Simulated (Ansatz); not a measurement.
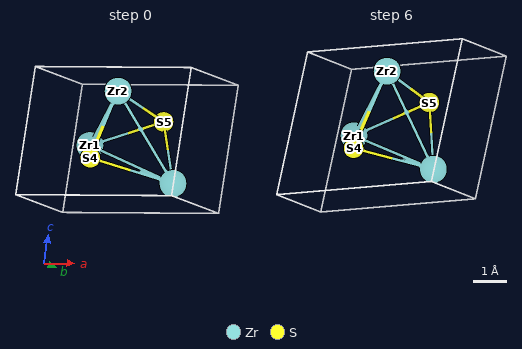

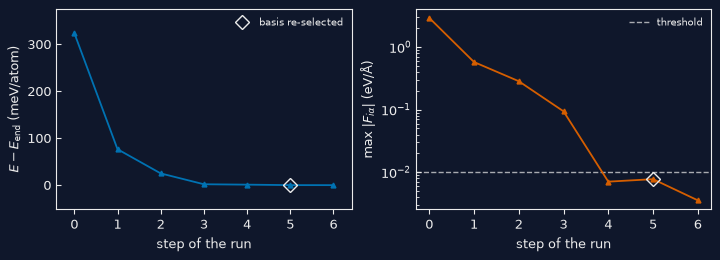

First and last geometry of a relaxation of crystalline Zr₃S₂ (set up in P1), with the history of the run. The picture is a ball-and-stick view of the cell of the calculation, seen from a free direction.

Case: cell sheared at random, sigma 0.06, atoms nudged by 0.01 Å; relaxed back.

These are results of Ansatz 0.2.0, DFT PBEsol, scalar-relativistic, plane waves, PAW, not measurements. Set-up: plane-wave cutoff 420 eV; k-point mesh 12 × 12 × 12; occupations gaussian; smearing width 0.15 eV; no spin polarisation; cell and atoms relaxed; force threshold 0.01 eV/Å; at most 80 steps.

### Did the run converge, and what did it change?

The run was cut off at its time limit before the program reported convergence, but its last step already meets the force threshold: the largest component is 0.0036 eV/Å against 0.01 eV/Å. The pressure is within 0.01 GPa of its target. The atom that moves furthest relative to the cell is a Zr atom (0.034 Å along [1 −3 −1]). By element the largest moves are Zr 0.034 Å, S 0.030 Å. Cell: a 4.787 → 4.768 Å (−0.4 %), b 5.118 → 4.769 Å (−6.8 %), c 4.371 → 4.769 Å (+9.1 %), α 70.3° → 73.8°, β 82.1° → 73.8°, γ 72.8° → 73.8°. Volume +1.4 %. Some distances before and after: S–Zr 2.217 → 2.578 Å, S–Zr 2.236 → 2.569 Å, Zr–Zr 3.527 → 3.282 Å, S–Zr 2.793 → 2.569 Å. Among the angles between lasting bonds that change: Zr–S–Zr 89.9° → 79.4°, Zr–S–Zr 91.5° → 81.2°, Zr–S–Zr 128.7° → 136.8°. The space group (tolerance 0.01 Å) goes from P1 (No. 1) to R32 (No. 155). Over 5 accepted moves (6 points after the start) the energy falls by 324 meV per atom. The largest force component goes from 2.9 to 0.0036 eV/Å. Pressure: 8.27 GPa at the start and 0.01 GPa at the end. The SCF was repeated once at an unchanged geometry on a basis and grid sized afresh for the cell, which shifted the energy by 1.0 meV per atom at most.

```
step  E − E(0), meV/atom  largest force component, eV/Å  pressure, GPa  volume, Å³/atom                      note
   0                0.00                         2.9337           8.27           19.241                          
   1             -247.36                         0.5779           3.65           19.067                          
   2             -298.90                         0.2851           2.91           19.124                          
   3             -322.01                         0.0941          -0.16           19.543                          
   4             -322.86                         0.0071          -0.04           19.519                          
   5             -323.88                         0.0077           0.02           19.519  same geometry, new basis
   6             -323.90                         0.0036           0.01           19.519
```
